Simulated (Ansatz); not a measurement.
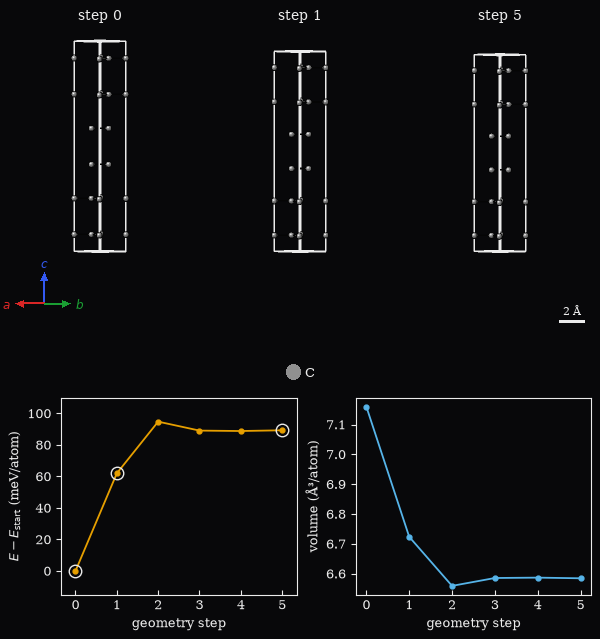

Frames of a relaxation of solid C (set up in R-3m), marked on the history of the run. The picture is a ball-and-stick view of the conventional cell (3 times the calculation's cell), seen from a free direction. Lengths and directions refer to the drawn axes.

Case: relaxed at 35 GPa.

Level of theory: DFT LDA, scalar-relativistic, plane waves, PAW (Ansatz 0.2.0).

Input
```yaml
crystal:
  lattice:
    - [1.2077367924, 0.6972871622, 5.6678590178]
    - [-1.2077367924, 0.6972871622, 5.6678590178]
    - [0.0, -1.3945743243, 5.6678590178]
  atoms:
    - { symbol: C, position: [0.0806830354, 0.0806830354, 0.0806830354] }
    - { symbol: C, position: [0.9193169646, 0.9193169646, 0.9193169646] }
    - { symbol: C, position: [0.2524144983, 0.2524144983, 0.2524144983] }
    - { symbol: C, position: [0.7475855017, 0.7475855017, 0.7475855017] }
basis:
  ecutwfc: 420
kpoints:
  mp_grid: { grid: [18, 18, 18] }
hamiltonian:
  xc: lda
scf:
  occupations: { method: fermi_dirac, width: 0.15 }
output:
  forces: true
  stress: true
  eigenvalues: true
relax:
  adjacent_minimum: "off"
  f_tol: 0.001
  max_steps: 60
  cell: { stress_tol: 0.02, p_target: 35.0 }
```

Run as
```bash
ansatz run input.yaml --threads 1 --pin off --max-ram 3072MiB --backend cpu --events-out ev --progress --plain --runs-dir out
```

Question: What happens along the run?

Answer: The run was cut off at its time limit before the program reported convergence, but its last step already meets the force threshold: the largest component is 0.0002 eV/Å against 0.001 eV/Å. The pressure is within 0.01 GPa of its target. Over 5 geometry steps the energy rises by 89.3 meV per atom. With the target pressure of 35 GPa, the enthalpy E + pV changes by −36.4 meV per atom. The pressure goes from 18.00 to 35.00 GPa. The atoms keep their places relative to the cell (all moves are under 0.005 Å). Cell: a = b 2.415 → 2.395 Å (−0.9 %), c 17.004 → 15.909 Å (−6.4 %). Volume −8.0 %. Near-neighbour distances that change, for instance: C1–C4 1.395 → 1.383 Å. The space group stays R-3m (No. 166). From step 0 to 1: volume −6.1 %, energy +62.0 meV per atom. From step 1 to 5: volume −2.1 %, energy +27.3 meV per atom.

```tsv
step	E − E(0), meV/atom	largest force component, eV/Å	pressure, GPa	volume, Å³/atom
0	0.00	0.0001	18.00	7.160
1	61.96	0.0481	30.33	6.724
2	94.76	0.0473	35.72	6.559
3	89.08	0.0213	34.88	6.586
4	88.81	0.0100	34.91	6.587
5	89.27	0.0002	35.00	6.585
```
